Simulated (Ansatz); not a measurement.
**Run report: Cu2O, single-point calculation**

System: Cu2O (Pn-3m, 6 atoms in the cell).
Method: DFT LDA, scalar-relativistic, plane waves, PAW, no spin polarisation (Ansatz 0.2.0).

The structure derives from a Materials Project entry. It belongs to a series of runs on one base structure; here: band edges sought over the zone.

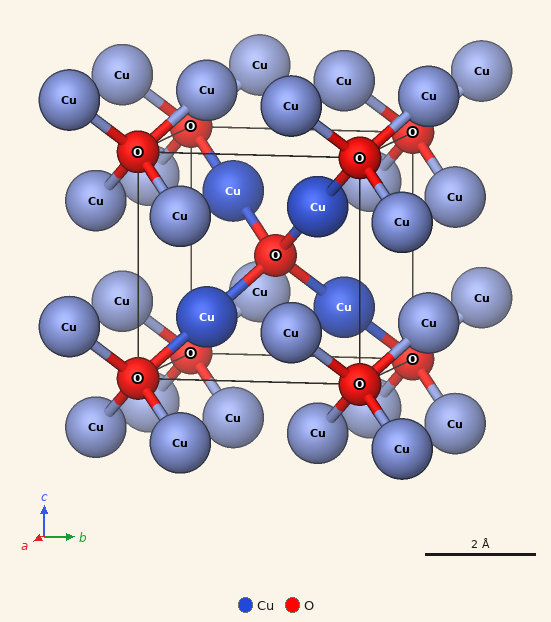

*The structure as given in the input (ball-and-stick view of the cell of the calculation, seen slightly off an axis; neighbours outside the cell are drawn fainter).*

Near neighbours in the crystal (not all of them lie inside the picture): Cu has 2 O at 1.80 Å; O has 4 Cu at 1.80 Å.

**Input file**
```yaml
crystal:
  lattice:
    - [4.1663105654, 0.0, 0.0]
    - [0.0, 4.1663105654, 0.0]
    - [0.0, 0.0, 4.1663105654]
  atoms:
    - { symbol: Cu, position: [0.25, 0.25, 0.75] }
    - { symbol: Cu, position: [0.75, 0.25, 0.25] }
    - { symbol: Cu, position: [0.25, 0.75, 0.25] }
    - { symbol: Cu, position: [0.75, 0.75, 0.75] }
    - { symbol: O, position: [0.5, 0.5, 0.5] }
    - { symbol: O, position: [0.0, 0.0, 0.0] }
basis:
  ecutwfc: 420
  xc_grid: 2
kpoints:
  mp_grid: { grid: [8, 8, 8] }
  band_path: { path: [VBM, CBM], npoints: 2 }
hamiltonian:
  xc: lda
scf:
  occupations: { method: gaussian, width: 0.01 }
output:
  forces: true
  stress: true
  eigenvalues: true
```

Launch command:
```bash
ansatz run input.yaml --threads 4 --pin off --max-ram 8192MiB --backend cpu --events-out ev --progress --plain --runs-dir out
```

**What the program printed**
```
Engine: ansatz 0.2.0, x86_64-unknown-linux-gnu
Pseudopotentials: kind: paw
Pseudopotential: Cu, paw, valence charge 19, recommended cutoff 420 eV (normal), Cu.paw.azcp
Pseudopotential: O, paw, valence charge 6, recommended cutoff 420 eV (normal), O.paw.azcp
Functional definition: SPW92
  exchange = slater_x
  correlation = pw_c
Crystal: 6 atoms, lattice volume = 72.319 Å³
Basis set: ecut = 420 eV, 1365 PW (Γ), exchange–correlation on 60×60×60 points (8 copies of the dense FFT grid, shifted against one another)
Bands: 53, of which v1, the nominal top of the filled ones, is band 44 counted from 1 (43 counted from 0)
Symmetry: 48 space group operations
Space group: Pn-3m (ITA 224), of the structure as read, at distance tolerance 4.2e-5 Å
k-points: 35 of 512
Non-local potential: Cu, projectors of the file, l = 0: 3, l = 1: 2, l = 2: 3, l = 3: 1
Non-local potential: O, projectors of the file, l = 0: 2, l = 1: 2, l = 2: 1
PAW form: soft (Blöchl's): semilocal exchange-correlation on the pseudo side does not see the compensation charge
PAW frozen core: Cu, regenerated for the run's functional, and the local potential with it (the file was generated under x = pbe(κ = 0.804, μ = 0.2195149727645171), c = pbe(β = 0.06672455060314922))
PAW frozen core: O, regenerated for the run's functional, and the local potential with it (the file was generated under x = pbe(κ = 0.804, μ = 0.2195149727645171), c = pbe(β = 0.06672455060314922))
PAW one-centre angular grid: Cu, 590 points (default); XC on 64 Gauss nodes
PAW one-centre angular grid: O, 110 points (default); XC on 64 Gauss nodes
Initial density: superposition of atomic densities (neutral atoms: chi_scale 0, normalization atom), corrected by the library's trained network
Initial wavefunctions: pseudopotential atomic-orbital guess
Functional: x = slater, c = lda
SCF iter   1: F=—  HF=-27330.675568 eV  |F-HF|=—  |Δ(HF+E_count)|=         —  Δρ=2.40e-2  dr2=2.49e-1  ethr=1.77e-3  ⟨swp⟩=6.3  Hψ=6475  notcnv=0
preconditioner: auto → Resta (q_TF=auto, 2.819 Å⁻¹)  ε∞=11.0  [insulator: Δε(μ)=0.700 eV  Ē_g=10.351 eV  σ=0.010 eV  W_gap=1.00  n_scr=26 (ndim 8)  ℏωp=32.7 eV  f_vac=0.015  D(μ)=0.00/eV (n_scr^D=0)  ε∞_Penn≈11.0]
SCF iter   2: F=—  HF=-27330.635052 eV  |F-HF|=—  |Δ(HF+E_count)|=   4.05e-2  Δρ=1.13e-2  dr2=5.50e-2  ethr=2.83e-4  ⟨swp⟩=2.1  Hψ=3264  notcnv=0  defer=104
SCF iter   3: F=—  HF=-27330.614624 eV  |F-HF|=—  |Δ(HF+E_count)|=   2.04e-2  Δρ=5.20e-3  dr2=9.57e-3  ethr=6.25e-5  ⟨swp⟩=2.5  Hψ=3359  notcnv=0  defer=104
SCF iter   4: F=—  HF=-27330.612805 eV  |F-HF|=—  |Δ(HF+E_count)|=   1.82e-3  Δρ=1.89e-3  dr2=1.29e-3  ethr=1.09e-5  ⟨swp⟩=2.4  Hψ=2570  notcnv=0  defer=104
SCF iter   5: F=—  HF=-27330.612434 eV  |F-HF|=—  |Δ(HF+E_count)|=   3.71e-4  Δρ=3.37e-4  dr2=6.11e-5  ethr=1.47e-6  ⟨swp⟩=2.4  Hψ=2534  notcnv=0  defer=104
SCF iter   6: F=—  HF=-27330.612440 eV  |F-HF|=—  |Δ(HF+E_count)|=   6.05e-6  Δρ=8.53e-5  dr2=2.50e-6  ethr=6.94e-8  ⟨swp⟩=2.0  Hψ=2621  notcnv=0  defer=104
SCF iter   7: F=—  HF=-27330.612440 eV  |F-HF|=—  |Δ(HF+E_count)|=   1.66e-7  Δρ=3.39e-5  dr2=4.57e-7  ethr=2.84e-9  ⟨swp⟩=1.7  Hψ=2342  notcnv=0  defer=104
SCF iter   8: F=-27330.612440 eV  HF=-27330.612440 eV  |F-HF|=4.58e-9  |Δ(HF+E_count)|=   2.30e-9  Δρ=3.27e-6  dr2=8.40e-9  ethr=1.14e-10  ⟨swp⟩=8.1  Hψ=7180  notcnv=0
SCF 1 converged in 8 iterations: F = -27330.612440 eV  dr2 = 8.40e-9
  greatest PAW one-centre occupation: 1.000 electrons in one spin orbital (limit 2), on the Cu atom at site 3 (counted from 0), in its partial waves of l = 0
NSCF: frozen V_eff on 20 k-points
NSCF: frozen V_eff on 20 k-points
NSCF: frozen V_eff on 9 k-points
NSCF: frozen V_eff on 3 k-points
NSCF: frozen V_eff on 3 k-points
NSCF: frozen V_eff on 3 k-points
NSCF: frozen V_eff on 3 k-points
NSCF: frozen V_eff on 3 k-points
SCF converged after 8 iterations
Free energy (F): -27330.612440 eV
Harris-Foulkes:  -27330.612440 eV  (|F-HF|=4.58e-9)
Internal energy: -27330.612440 eV  (E = F + TS)
E sigma→0 (E₀):  -27330.612440 eV
Fermi energy:    12.094885 eV
--- Per-component energies (eV) ---
  E_band       = -1772.140167
  E_kinetic    = 1548.486362
  E_local      = -19276.181992  (includes V_loc(G=0)·N_el)
  E_nonlocal   = 1692.634859
  E_hartree    = 8400.539178
  E_xc         = -496.229750
  E_vxc        = -641.956013  (∫ρ·V_xc dr)
  E_paw        = -6676.124245  (= ΣΔE_a)
  E_vpaw       = -1896.211946  (= ΣTr[D̂ρ^β])
  E_aug_tail   = 0.006122  (compensation charges beyond the density's cutoff)
  E_ewald      = -12525.735458
  E_core_change = 1.992483  (= ΣΔE_core)
  E_smearing   = -0.000000  (= −TS)
  E_closure    = 0.000000  (closes the sum)
  Σ components = -27330.612440   (vs F -27330.612440, Δ=0.00e0)
--- Forces (eV/Å), atoms counted from 1 ---
  atom   1  Cu     0.00000000    -0.00000000     0.00000000
  atom   2  Cu     0.00000000    -0.00000000     0.00000000
  atom   3  Cu     0.00000000    -0.00000000    -0.00000000
  atom   4  Cu     0.00000000    -0.00000000    -0.00000000
  atom   5  O     -0.00000000     0.00000000     0.00000000
  atom   6  O     -0.00000000     0.00000000     0.00000000
  max |Σ_I F_I| component: 6.94e-18 eV/Å
--- Stress (GPa, compression-positive) ---
       -0.007194       0.000000       0.000000
        0.000000      -0.007194       0.000000
        0.000000       0.000000      -0.007194
  P = ⅓ Tr σ = -0.0072 GPa (-0.072 kbar)
--- Band table (eV; the first three rows and the last of 35) ---
  k-point 0: bands = ["-99.7129", "-99.7105", "-99.7105", "-99.7105", "-57.7396", "-57.7192", "-57.7192", "-57.7192", "-57.4678", "-57.4678", "-57.4571", "-57.4571", "-57.4571", "-57.4524", "-57.4524", "-57.4524", "-8.7402", "-7.7955", "3.8102", "3.8102", "3.8102", "6.3963", "6.5143", "6.5143", "6.5143", "8.3667", "8.3667", "8.4914", "8.4914", "8.4914", "9.5128", "9.5128", "9.6308", "9.6308", "9.6308", "9.8016", "9.8016", "9.8016", "10.0267", "10.0267", "10.0267", "11.7411", "11.7411", "11.7411", "12.4485", "12.7070", "12.7070", "20.0007", "20.0007", "20.0007", "21.1724", "21.1724", "21.1724"]
  k-point 1: bands = ["-99.7128", "-99.7106", "-99.7105", "-99.7105", "-57.7388", "-57.7200", "-57.7192", "-57.7192", "-57.4674", "-57.4672", "-57.4575", "-57.4569", "-57.4569", "-57.4530", "-57.4525", "-57.4525", "-8.7045", "-7.8315", "3.8570", "3.8737", "3.8737", "6.0307", "6.3349", "6.3349", "6.7786", "8.3970", "8.4784", "8.4937", "8.6302", "8.6302", "9.5040", "9.5253", "9.5930", "9.6622", "9.6622", "9.7492", "9.8313", "9.8313", "9.9172", "10.0094", "10.0094", "11.0249", "11.6971", "11.6971", "12.5868", "12.9898", "13.4806", "19.6539", "19.9112", "19.9112", "20.3084", "20.7943", "20.7943"]
  k-point 2: bands = ["-99.7126", "-99.7109", "-99.7106", "-99.7106", "-57.7366", "-57.7222", "-57.7192", "-57.7192", "-57.4662", "-57.4656", "-57.4586", "-57.4566", "-57.4566", "-57.4547", "-57.4529", "-57.4529", "-8.6027", "-7.9339", "4.0006", "4.0550", "4.0550", "5.5301", "5.9324", "5.9324", "7.0892", "8.4688", "8.4894", "8.7100", "8.9076", "8.9076", "9.4796", "9.4798", "9.4934", "9.5613", "9.6658", "9.6658", "9.8135", "9.9283", "9.9283", "10.0335", "10.0335", "10.1783", "11.5711", "11.5711", "12.9805", "13.7126", "14.3476", "18.7976", "19.3754", "19.6977", "19.6977", "20.1393", "20.1393"]
  k-point 34: bands = ["-99.7114", "-99.7111", "-99.7111", "-99.7111", "-57.7404", "-57.7191", "-57.7191", "-57.7191", "-57.4668", "-57.4668", "-57.4668", "-57.4530", "-57.4530", "-57.4527", "-57.4527", "-57.4527", "-8.5156", "-7.8939", "3.9304", "3.9304", "3.9304", "5.5314", "5.5314", "5.5314", "8.1297", "8.1297", "8.1297", "8.9238", "8.9238", "9.2006", "9.2006", "9.2006", "9.5738", "9.5738", "9.5738", "9.8154", "9.8154", "9.8154", "9.9655", "9.9655", "10.6602", "11.1170", "11.1170", "11.1170", "14.0532", "14.0532", "14.0532", "16.8254", "16.8254", "16.8254", "18.9557", "20.0482", "25.8970"]
```

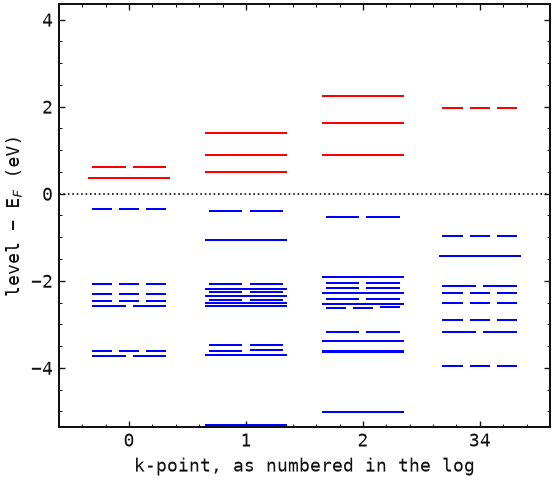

*Kohn–Sham levels near the Fermi level (dotted) at the few k-points that the log prints; levels within 0.02 eV of each other stand side by side.*

Among these points the highest filled and lowest empty levels are 0.71 eV apart, which is the gap on the mesh.

**Key numbers**

```csv
quantity,value
outcome,converged
space group (tolerance 0.01 Å),Pn-3m (224)
electrons treated,88
free energy,−27330.6124 eV
Fermi energy,12.095 eV
gap on the k-point mesh,0.71 eV
gap on the band path,0.71 eV
pressure,−0.01 GPa
largest force (length of the vector),under 0.001 eV/Å
hardware,"4 threads of Intel Xeon @ 2.70GHz, 189 GiB of memory available, shared host"
wall time,4.4 s (CPU time 14 s)
peak memory,0.47 GiB
```
